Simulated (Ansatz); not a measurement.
A series of calculations on Ti$_{3}$Al$_{5}$

**1. Vibrations**

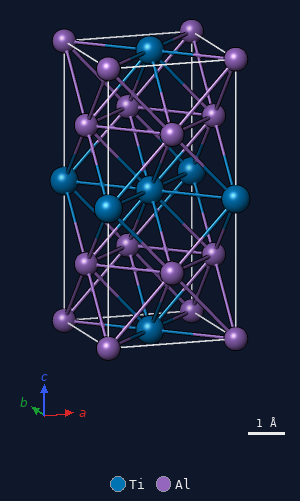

Normal modes of solid Ti3Al5 at 0.98 times its rest volume, space group P4/mmm (No. 123), at the zone centre. The picture is a ball-and-stick view of the cell of the calculation, seen slightly off an axis.

These are results of DFT LDA, scalar-relativistic, plane waves, PAW (Ansatz 0.2.0), not measurements. (plane-wave cutoff 420 eV; k-point mesh 10 × 10 × 4; occupations fermi dirac; smearing width 0.15 eV; no spin polarisation)

The frequencies depend somewhat on the k-mesh and the smearing.

### List the optical modes.

The calculation's cell holds 8 atoms, so there are 21 optical modes, in 13 levels. No level is unstable.

```tsv
level	symmetry	frequency (cm⁻¹)	activity
1	A₂u	140	infrared-active
2	E_u	183	infrared-active
3	E_g	206	Raman-active
4	A₂u	237	infrared-active
5	E_u	263	infrared-active
6	A₂u	291	infrared-active
7	doubly degenerate	295	not assigned
8	E_u	300	infrared-active
9	B₁g	302	Raman-active
10	E_u	327	infrared-active
11	A₂u	340	infrared-active
12	E_g	342	Raman-active
13	E_u	356	infrared-active
```

The crystal is a metal, so free carriers screen the infrared response.

The modes drawn as arrows (one member of each degenerate set), 6 of the levels:

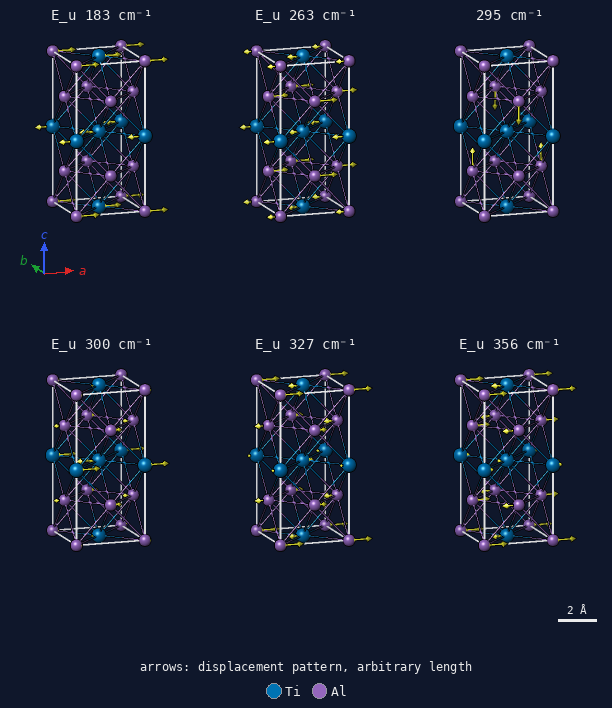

**2. Vibrations**

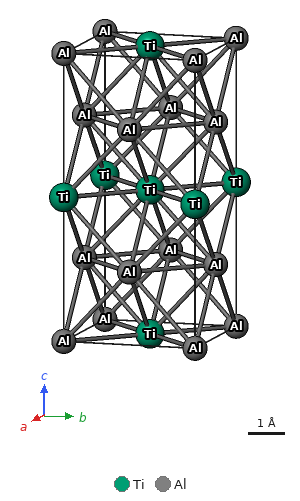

Normal modes of a crystal of Ti3Al5 at 1.02 times its rest volume, at the zone centre. A ball-and-stick model of the cell of the calculation, seen slightly off an axis.

Theory: Ansatz, DFT LDA, scalar-relativistic, plane waves, PAW. Set-up: plane-wave cutoff 420 eV; k-point mesh 10 × 10 × 4; occupations fermi dirac; smearing width 0.15 eV; no spin polarisation.

The frequencies depend somewhat on the k-mesh and the smearing.

### Give the spectrum at this point.

The calculation's cell holds 8 atoms, so there are 21 optical modes, in 13 levels. No level is unstable.

```json
{"level": "1", "symmetry": "A₂u", "frequency (cm⁻¹)": "130", "activity": "infrared-active"}
{"level": "2", "symmetry": "E_u", "frequency (cm⁻¹)": "171", "activity": "infrared-active"}
{"level": "3", "symmetry": "E_g", "frequency (cm⁻¹)": "194", "activity": "Raman-active"}
{"level": "4", "symmetry": "A₂u", "frequency (cm⁻¹)": "221", "activity": "infrared-active"}
{"level": "5", "symmetry": "E_u", "frequency (cm⁻¹)": "248", "activity": "infrared-active"}
{"level": "6", "symmetry": "A₁g", "frequency (cm⁻¹)": "277", "activity": "Raman-active"}
{"level": "7", "symmetry": "A₂u", "frequency (cm⁻¹)": "278", "activity": "infrared-active"}
{"level": "8", "symmetry": "B₂u", "frequency (cm⁻¹)": "278", "activity": "silent"}
{"level": "9", "symmetry": "triply degenerate", "frequency (cm⁻¹)": "285", "activity": "not assigned"}
{"level": "10", "symmetry": "E_u", "frequency (cm⁻¹)": "307", "activity": "infrared-active"}
{"level": "11", "symmetry": "A₂u", "frequency (cm⁻¹)": "315", "activity": "infrared-active"}
{"level": "12", "symmetry": "E_g", "frequency (cm⁻¹)": "320", "activity": "Raman-active"}
{"level": "13", "symmetry": "E_u", "frequency (cm⁻¹)": "331", "activity": "infrared-active"}
```

The crystal is a metal, so free carriers screen the infrared response.

The modes drawn as arrows (one member of each degenerate set), 6 of the levels:

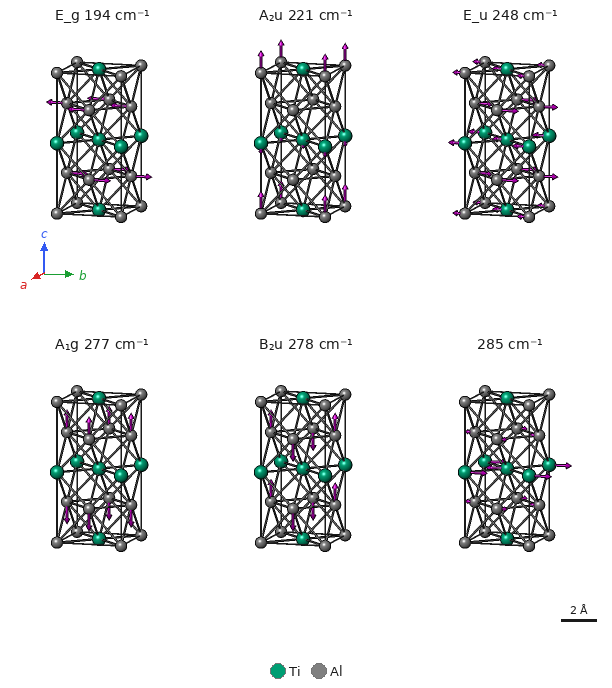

**3. One mode**

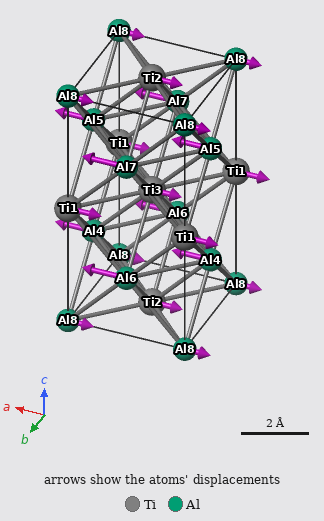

One vibrational mode of a crystal of Ti3Al5 at the zone centre. The purple arrows are the displacements of the atoms (eigenvector over the root of the mass), of arbitrary overall length and sign. Style: ball-and-stick. Shown: the cell of the calculation, from a free direction.

These are results of DFT LDA, scalar-relativistic, plane waves, PAW (Ansatz 0.2.0), not measurements. (plane-wave cutoff 420 eV; k-point mesh 10 × 10 × 4; occupations fermi dirac; smearing width 0.15 eV; no spin polarisation)

The frequencies depend somewhat on the k-mesh and the smearing.

**Give the symmetry, activity and frequency of this mode.**

This is the E_u mode (doubly degenerate; one member of the set is drawn) at 7.66 THz, optical level 5 of 14, counted from below, infrared-active by symmetry. All motion is along a; the kinetic energy is shared as Al 65 %, Ti 35 %. The crystal is a metal, so free carriers screen the infrared response.

**4. Softest mode**

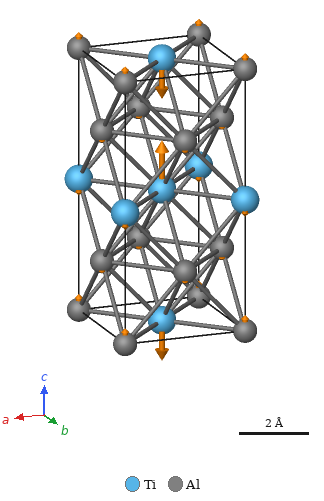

The lowest optical mode of crystalline Ti3Al5 relaxed at 10 GPa, space group P4/mmm (No. 123), at the zone centre. Displacements are drawn as orange arrows; their common scale and sign are arbitrary. A ball-and-stick model of the cell of the calculation, seen from a free direction.

Level of theory: DFT LDA, scalar-relativistic, plane waves, PAW (Ansatz).

Input file:
```yaml
crystal:
  lattice:
    - [3.7629515375, 0.0, 0.0]
    - [0.0, 3.7629515375, 0.0]
    - [0.0, 0.0, 7.995948033]
  atoms:
    - { symbol: Ti, position: [0.0, 0.0, 0.5] }
    - { symbol: Ti, position: [0.5, 0.5, 0.0] }
    - { symbol: Ti, position: [0.5, 0.5, 0.5] }
    - { symbol: Al, position: [0.0, 0.5, 0.2509977223] }
    - { symbol: Al, position: [0.0, 0.5, 0.7490022777] }
    - { symbol: Al, position: [0.5, 0.0, 0.2509977223] }
    - { symbol: Al, position: [0.5, 0.0, 0.7490022777] }
    - { symbol: Al, position: [0.0, 0.0, 0.0] }
basis:
  ecutwfc: 420
kpoints:
  mp_grid: { grid: [10, 10, 6] }
hamiltonian:
  xc: lda
scf:
  occupations: { method: fermi_dirac, width: 0.15 }
output:
  eigenvalues: true
phonons:
  method: dfpt
  eigenvectors: true
```

Command:
```bash
ansatz run input.yaml --threads 2 --pin off --max-ram 6144MiB --backend cpu --events-out ev --progress --plain --runs-dir out
```

The frequencies depend somewhat on the k-mesh and the smearing.

Question: Is this crystal at a minimum with respect to the drawn distortion?

Answer: Yes: this softest mode has a real frequency, and so have all others here. That speaks for this wave vector alone: the rest of the zone wasn't checked in this run. This is the A₂u mode at 152 cm⁻¹, the lowest optical level, infrared-active by symmetry. The Ti (1d) and Al (1a) sublattices move against the Ti (1c) and Ti (1b) and Al (4i) sublattices, along c; the kinetic energy is shared as Ti 98 %, Al 2 %. The crystal is a metal, so free carriers screen the infrared response.

**5. Softest mode**

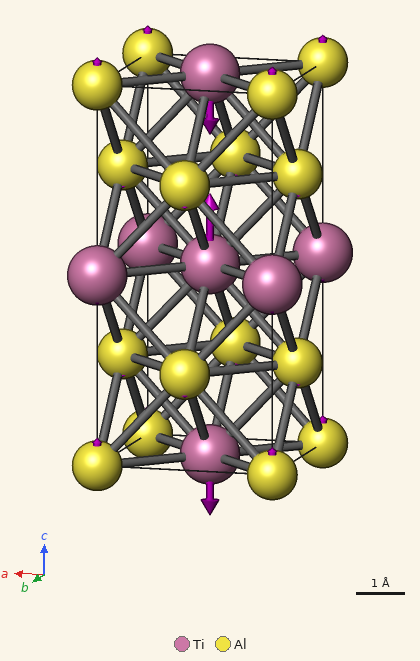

The lowest optical mode of crystalline Ti$_{3}$Al$_{5}$ relaxed at 3 GPa, space group P4/mmm (No. 123), at the zone centre. The purple arrows give the relative displacements of the atoms. Style: ball-and-stick. Shown: the cell of the calculation, from a free direction.

Method: Ansatz 0.2.0, DFT LDA, scalar-relativistic, plane waves, PAW. (plane-wave cutoff 420 eV; k-point mesh 10 × 10 × 6; occupations fermi dirac; smearing width 0.15 eV; target pressure 3 GPa; no spin polarisation)

The frequencies depend somewhat on the k-mesh and the smearing.

Is the structure stable against all modes at this point?

Yes: this softest mode has a real frequency, and so have all others here. That speaks for this wave vector alone: the rest of the zone wasn't checked in this run. This is the A₂u mode at 17.4 meV, the lowest optical level, infrared-active by symmetry. The Ti (1d) and Al (1a) sublattices move against the Ti (1c) and Ti (1b) and Al (4i) sublattices, along c; the kinetic energy is shared as Ti 98 %, Al 2 %. The crystal is a metal, so free carriers screen the infrared response.
